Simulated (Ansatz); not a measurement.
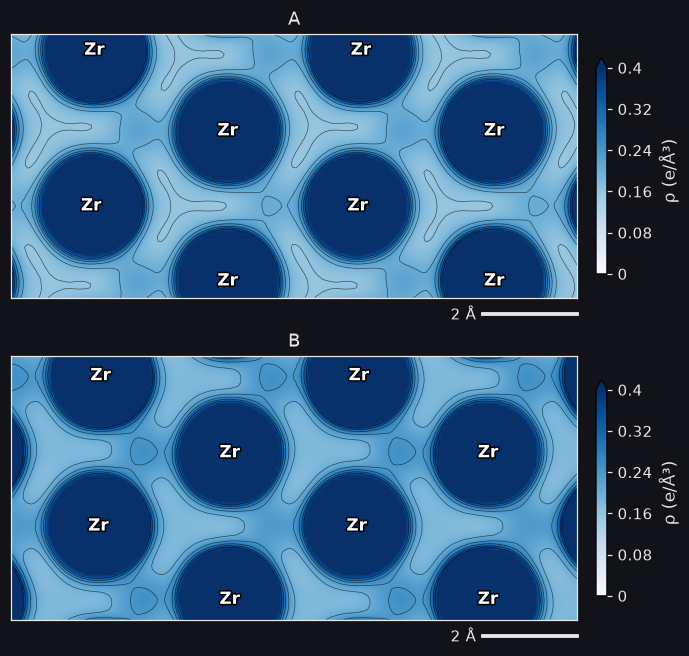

Zr$_{3}$N$_{2}$. The valence charge density (pseudo) of two cells that differ in size, on the (111) plane of each (indices in the axes of the calculation cell), at one length scale and on one colour scale: A has 14.5 Å³ an atom and B 13.2.

Space group R-3c; a structure from a database of computed crystals, not necessarily the ambient phase.

Level of theory: DFT r2SCAN, scalar-relativistic, plane waves, PAW in Ansatz 0.2.0.

### What does the compression do to the bonding and the properties?

From the larger cell to the smaller, Zr–Zr goes from 3.18 to 3.11 Å, and the density at its midpoint from 0.16 to 0.18 e/Å³; the pressure goes from 0.0 to 23 GPa.
